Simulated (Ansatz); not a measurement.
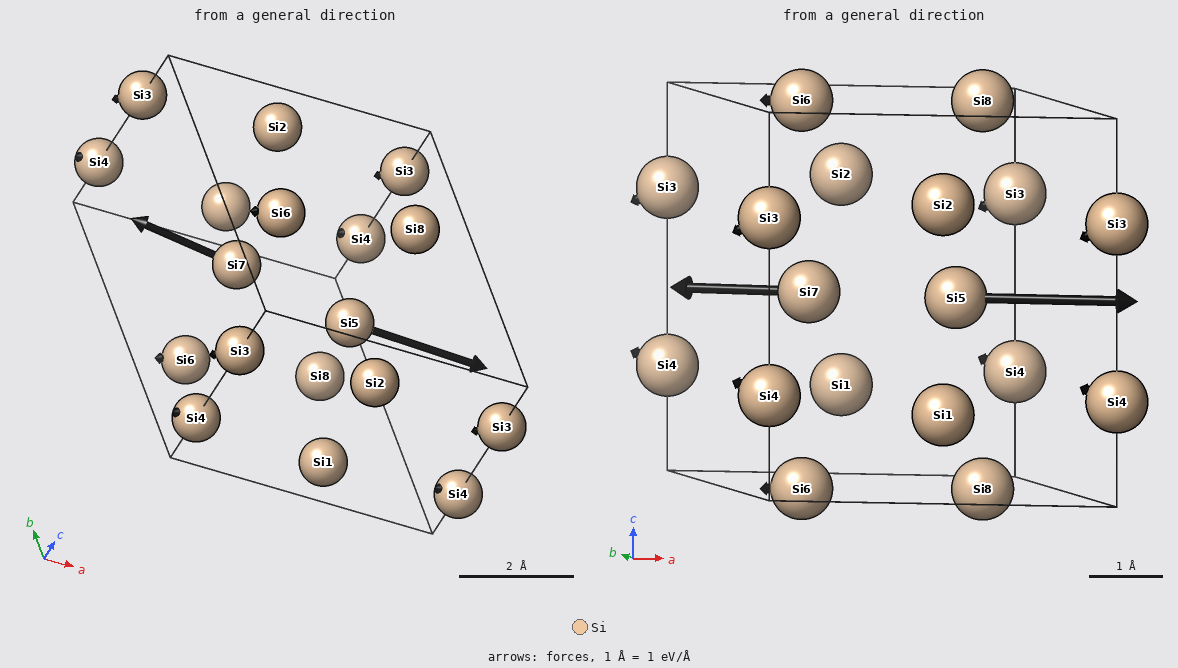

We look at a spheres-only model of the crystal from two general directions. The frame is the cell (the run's own, in a reduced setting); atoms at its boundary are shown with their periodic copies. The arrows are the computed forces on the atoms.

System: Si. The numbers come from Ansatz, DFT r2SCAN, scalar-relativistic, plane waves, PAW, using wavefunction cutoff 500 eV, k-points about 0.15 Å⁻¹ apart, Gaussian smearing of 0.15 eV, no spin polarisation.

> Has this structure been optimised to equilibrium?

No. The atoms still feel forces of up to about 2.2 eV/Å, far above a usual threshold of 0.01 to 0.03 eV/Å.

> Which atom has the biggest force on it?

Si5, about 2.2 eV/Å.

Starting structure: a structure listed in the Materials Project. The cell was then strained or its atoms displaced on purpose. An electronic-structure calculation with Ansatz was run on it.
